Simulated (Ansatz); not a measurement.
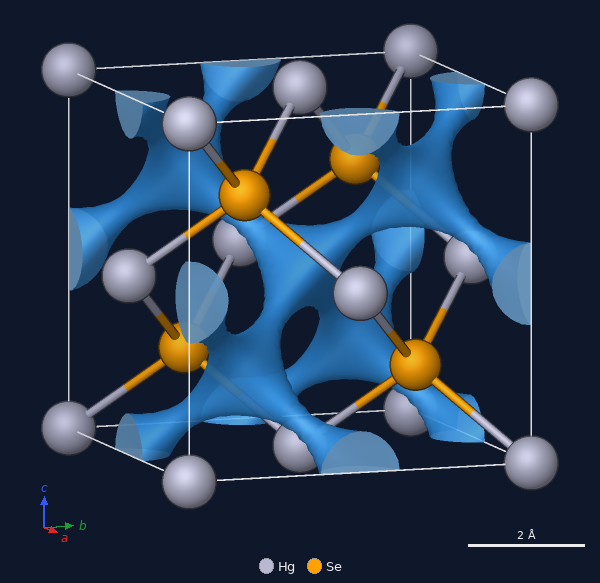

Crystal voids of HgSe (F-43m): the blue surface encloses the regions where the procrystal electron density, the sum of the densities of spherically averaged neutral Hartree-Fock atoms, is below 0.003 e/bohr³ (1×1×1 cells, view slightly off an axis). No self-consistent density enters. Pale faces close the region where the drawn box cuts it. From Rb on the atoms have core potentials, so only their outer electrons count. The usual level for crystal voids is 0.002 e/bohr³; this crystal has almost no region below it, so a higher level is used, which marks the interstitial space of lowest density.

Source of the atomic positions: the end point of a relaxation with DFT PBE, scalar-relativistic, plane waves, PAW in Ansatz.

```
Hg Se
1.0
     6.26024    0.00000    0.00000
     0.00000    6.26024    0.00000
     0.00000    0.00000    6.26024
Hg Se
4 4
Direct
  0.00000 0.00000 0.00000
  0.00000 0.50000 0.50000
  0.50000 0.00000 0.50000
  0.50000 0.50000 0.00000
  0.25000 0.25000 0.25000
  0.25000 0.75000 0.75000
  0.75000 0.25000 0.75000
  0.75000 0.75000 0.25000
```

### What share of the cell is void by this measure?

The voids take about 7.9 % of the cell (19 Å³ of 245.3 Å³) and are bounded by about 84 Å² of surface per cell.

### What shape does the empty space take in three dimensions?

Where they connect, they form a three-dimensional network.

### How low does the density fall, and where?

To about 0.0017 e/bohr³ near 0.00, 0.00, 0.50 (fractional), 2.7 Å from the nearest nucleus.

### At what density do the voids first join through the crystal?

At about 0.0026 e/bohr³, as a three-dimensional network.
